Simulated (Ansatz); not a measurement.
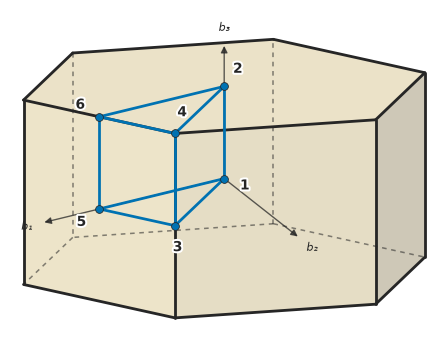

For Ge, the end point of a relaxation at a target pressure of 10 GPa with Ansatz, DFT r2SCAN, scalar-relativistic, plane waves, PAW: the first Brillouin zone of a primitive hexagonal lattice (hP; extended symbol hP2) is drawn with its special points numbered. All values are computed from the atomic coordinates in the standard setting (tolerance 0.002 Å).

a = 3.851 Å, b = 3.851 Å, c = 6.374 Å, α = 90.00°, β = 90.00°, γ = 120.00°.

Labels and path follow the convention of Hinuma et al. (2017), as computed by seekpath; the arrows show the directions of the reciprocal primitive vectors b₁, b₂, b₃, in which coordinates are given.

Question: Which special point is each number?

Answer:
```json
{"no.": "1", "label": "Γ", "coordinates": "(0, 0, 0)"}
{"no.": "2", "label": "A", "coordinates": "(0, 0, 1/2)"}
{"no.": "3", "label": "K", "coordinates": "(1/3, 1/3, 0)"}
{"no.": "4", "label": "H", "coordinates": "(1/3, 1/3, 1/2)"}
{"no.": "5", "label": "M", "coordinates": "(1/2, 0, 0)"}
{"no.": "6", "label": "L", "coordinates": "(1/2, 0, 1/2)"}
```
